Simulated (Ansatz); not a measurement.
PtSe2 and related structures: several calculations on one system

### Relaxation

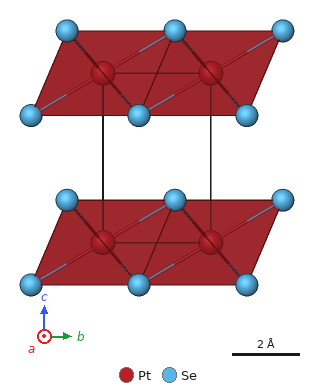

Starting structure of a crystal of PtSe2 (set up in P-3m1). A polyhedral model of the cell of the calculation, seen along the a axis.

Level of theory: DFT PBEsol, scalar-relativistic, plane waves, PAW (Ansatz 0.2.0).

Input file:
```yaml
crystal:
  lattice:
    - [3.7240006046, 0.0, 0.0]
    - [-1.8620003023, 3.2250791273, 0.0]
    - [0.0, 0.0, 5.062]
  atoms:
    - { symbol: Pt, position: [0.0, 0.0, 0.0] }
    - { symbol: Se, position: [0.3333333333, 0.6666666667, 0.25] }
    - { symbol: Se, position: [0.6666666667, 0.3333333333, 0.75] }
basis:
  ecutwfc: 420
kpoints:
  mp_grid: { grid: [12, 12, 8] }
hamiltonian:
  xc: pbesol
scf:
  occupations: { method: gaussian, width: 0.1 }
output:
  forces: true
  stress: true
  eigenvalues: true
  write_density: true
  write_potential: true
  elf: true
  volumetric_format: npy
relax:
  adjacent_minimum: "off"
  f_tol: 0.005
  max_steps: 80
  cell: { stress_tol: 0.05 }
```

Command:
```bash
ansatz run input.yaml --threads 4 --pin off --max-ram 10240MiB --backend cpu --events-out ev --progress --plain --runs-dir out
```

**Where does the relaxation end?**

Over 4 accepted moves (5 points after the start) the energy falls by 19.0 meV per cell of the calculation. Largest force component: 0.3 eV/Å at the start, 0.0014 eV/Å at the end. Pressure: 2.13 GPa at the start and −0.02 GPa at the end. The SCF was repeated once at an unchanged geometry on a basis and grid sized afresh for the cell, which shifted the energy by 0.2 meV per cell of the calculation at most. The largest moves relative to the cell, 0.052 Å, are those of Se2 and Se3. Se2 goes along +c. Pt stays in place. Cell: a = b 3.724 → 3.761 Å (+1.0 %), c 5.062 → 4.863 Å (−3.9 %). Volume −2.0 %. Some distances before and after: Pt1–Se2 2.495 → 2.514 Å. The space group stays P-3m1 (No. 164). Cost: 12 s on 4 threads of Intel(R) Xeon(R) 6975P-C (Granite Rapids), with other jobs on the host, peak memory 0.6 GiB.

After the run, drawn alike:

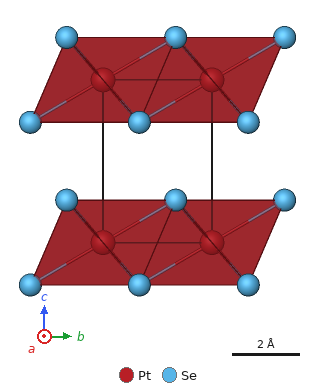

Limits of the set-up: layers or molecules are held without a dispersion correction, so their spacing is unreliable.

### Relaxation

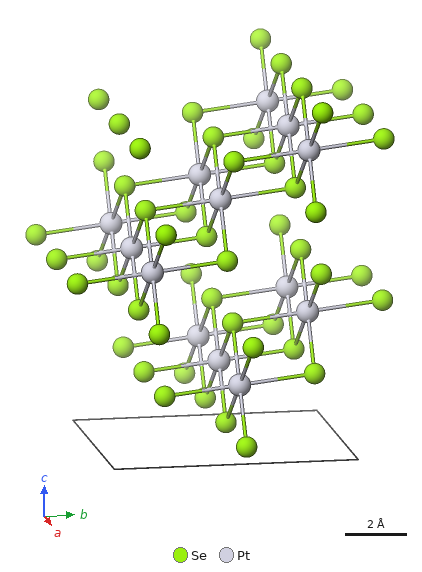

Starting structure of a slab of composition Pt$_{5}$Se$_{12}$ (cut from the P-3m1 phase). A ball-and-stick model of the 2 × 1 repeat of the cell, outlined in the plane, without the vacuum (origin shifted), seen slightly off an axis.

Case: (1 0 2) slab, atoms relaxed. The slab is the (1 0 2) face of PtSe2.

The calculation used DFT PBEsol, scalar-relativistic, plane waves, PAW in Ansatz 0.2.0.

Input
```yaml
crystal:
  lattice:
    - [3.7607248992, 0.0, 0.0]
    - [0.0, 8.1290185437, 0.0]
    - [0.0, 0.0, 26.1245932298]
  atoms:
    - { symbol: Se, position: [0.0, 0.3073275223, 0.2870858097] }
    - { symbol: Se, position: [0.5, 0.0137117495, 0.3399934553] }
    - { symbol: Pt, position: [0.5, 0.3210392717, 0.350831706] }
    - { symbol: Se, position: [0.5, 0.628366794, 0.3616699567] }
    - { symbol: Se, position: [0.0, 0.3347510212, 0.4145776023] }
    - { symbol: Pt, position: [0.0, 0.6420785435, 0.425415853] }
    - { symbol: Se, position: [0.0, 0.9494060657, 0.4362541037] }
    - { symbol: Se, position: [0.5, 0.655790293, 0.4891617493] }
    - { symbol: Pt, position: [0.5, 0.9631178152, 0.5] }
    - { symbol: Se, position: [0.5, 0.2704453375, 0.5108382507] }
    - { symbol: Se, position: [0.0, 0.9768295647, 0.5637458963] }
    - { symbol: Pt, position: [0.0, 0.284157087, 0.574584147] }
    - { symbol: Se, position: [0.0, 0.5914846092, 0.5854223977] }
    - { symbol: Se, position: [0.5, 0.2978688365, 0.6383300433] }
    - { symbol: Pt, position: [0.5, 0.6051963587, 0.649168294] }
    - { symbol: Se, position: [0.5, 0.912523881, 0.6600065447] }
    - { symbol: Se, position: [0.0, 0.6189081082, 0.7129141903] }
basis:
  ecutwfc: 420
kpoints:
  mp_grid: { grid: [9, 5, 1] }
hamiltonian:
  xc: pbesol
scf:
  occupations: { method: gaussian, width: 0.1 }
output:
  forces: true
  eigenvalues: true
relax:
  adjacent_minimum: "off"
  f_tol: 0.02
  max_steps: 60
efield:
  axis: 3
  dipole_correction: true
  ramp_width: 0.04
```

Launched with:
```bash
ansatz run input.yaml --threads 4 --pin off --max-ram 10240MiB --backend cpu --events-out ev --progress --plain --runs-dir out
```

Where does the relaxation end?

The largest moves, 0.62 Å, are those of Se1 and Se17. Se1 goes at 57° to the normal (+c side). Largest moves by element: Se 0.62 Å, Pt 0.30 Å. The cell stays as it was. Among the contacts that change: Se7–Se11 3.338 → 3.855 Å, Se11–Se16 3.183 → 2.679 Å, Pt9–Se11 2.514 → 2.693 Å, Pt15–Se16 2.514 → 2.415 Å. Bond angles that change, for instance: Se7–Pt9–Se7 96.8° → 88.6°, Pt9–Se7–Pt9 96.8° → 88.6°, Se7–Pt9–Se11 83.2° → 91.4°. Over 7 accepted moves (8 points after the start) the energy falls by 0.757 eV per cell of the calculation. Largest force component: 0.66 eV/Å at the start, 0.017 eV/Å at the end. 1 step only repeated the SCF at the same geometry. Cost: 5.3 min on 4 threads of Intel(R) Xeon(R) 6975P-C (Granite Rapids), on a shared host, peak memory 3.5 GiB.

History of the run:

| step | E − E(0), meV/atom | largest force component, eV/Å | note |
| --- | --- | --- | --- |
| 0 | 0.00 | 0.6627 |  |
| 1 | -15.32 | 0.3437 |  |
| 2 | -29.45 | 0.3869 |  |
| 3 | -36.85 | 0.4006 |  |
| 4 | -43.24 | 0.3192 |  |
| 5 | -44.28 | 0.1070 |  |
| 6 | -44.29 | 0.0839 |  |
| 7 | -44.54 | 0.0174 |  |
| 8 | -44.54 | 0.0174 | same geometry, SCF repeated |

The end point in the same view:

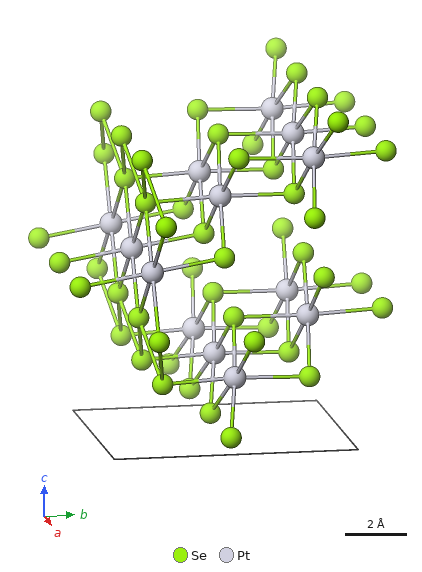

### A change

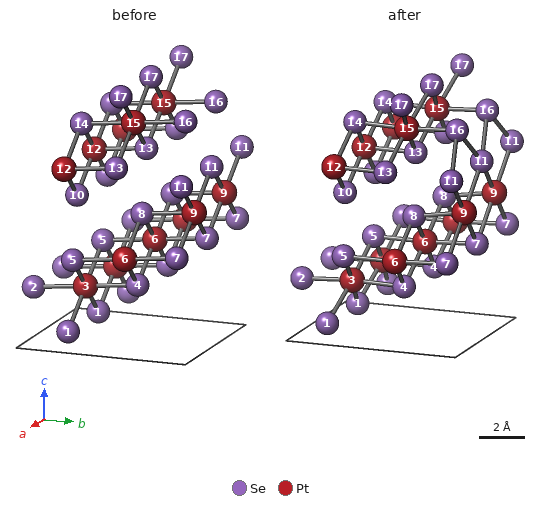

Left: a (1 0 2) slab of PtSe$_{2}$ as cut from the relaxed bulk. Right: the same structure after one change, at the same scale. The picture is a ball-and-stick view of the 2 × 1 repeat of the cell, outlined in the plane, without the vacuum, seen slightly off an axis.

Method: DFT PBEsol, scalar-relativistic, plane waves, PAW in Ansatz 0.2.0. Settings: plane-wave cutoff 420 eV; occupations gaussian; smearing width 0.1 eV; no spin polarisation. The k-mesh is chosen for each cell (9×5×17, 9×5×1).

The atoms of the slab are relaxed at the bulk's in-plane cell.

### And its effect?

The slab isn't stoichiometric; relaxing it gains 0.203 J/m². The top spacing, between the Se and Se planes, goes from 1.38 to 1.45 Å (+5.2 %), the bottom one (Se to Se) from 1.38 to 1.45 Å (+5.2 %). The cell stays as it was. The largest moves relative to the layer's centre, 0.62 Å, are those of Se1 and Se17. Se17 goes at 57° to the normal (−c side). By element the largest moves are Se 0.62 Å, Pt 0.30 Å. Near-neighbour distances before and after: Se–Se 3.183 → 2.678 Å, Pt–Se 2.514 → 2.415 to 2.693 Å.
